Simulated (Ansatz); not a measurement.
B3N

```xyz
12
Lattice="2.5505 0.0000 0.0000 -1.2753 2.2088 0.0000 0.0000 0.0000 14.5257" Properties=species:S:1:pos:R:3 pbc="T T T"
B     0.0000    0.0000    0.2882
B     1.2753    0.7363    5.1301
B     0.0000    1.4725    9.9721
B     0.0000    1.4725    4.0723
B     0.0000    0.0000    8.9143
B     1.2753    0.7363   13.7562
B     0.0000    1.4725    2.3476
B     0.0000    0.0000    7.1897
B     1.2753    0.7363   12.0315
N     0.0000    0.0000    1.7652
N     1.2753    0.7363    6.6070
N     0.0000    1.4725   11.4490
```

Space group R3m; a generated structure, not necessarily the stable one.

Theory: DFT PBE, scalar-relativistic, plane waves, PAW in Ansatz.

### What can the converged valence pseudo-density and electron localisation function tell about the bonding?

B–N (1.48 Å): the density is about 1.7 e/Å³ at the midpoint; the ELF peaks at about 0.90 between the atoms.
B–B (1.72 Å): the density is about 1 e/Å³ at the midpoint; the ELF peaks at about 1 between the atoms.
Bader's partition of the density gives B −0.10 to +1.62 and N −2.19 e.

### Metal or insulator at this level of theory?

It is gapless in this calculation (a metal or semimetal).

### Which way does charge flow, and how much by Bader's partition?

Electrons move from B towards N. Bader charges: B −0.10 to +1.62 and N −2.19 e.

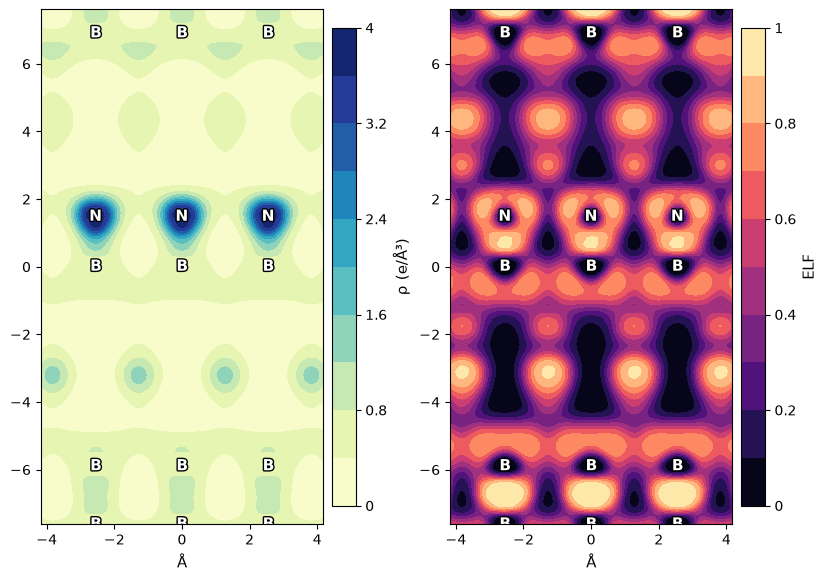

Computed valence pseudo-density and electron localisation function on the (100) plane of the conventional cell, in this order. Atoms just off the plane (B, 0.7 Å away and N, 0.7 Å away) can leave unmarked features too.

Core electrons are frozen (PAW), and the valence fields are smoothed inside the atomic spheres.
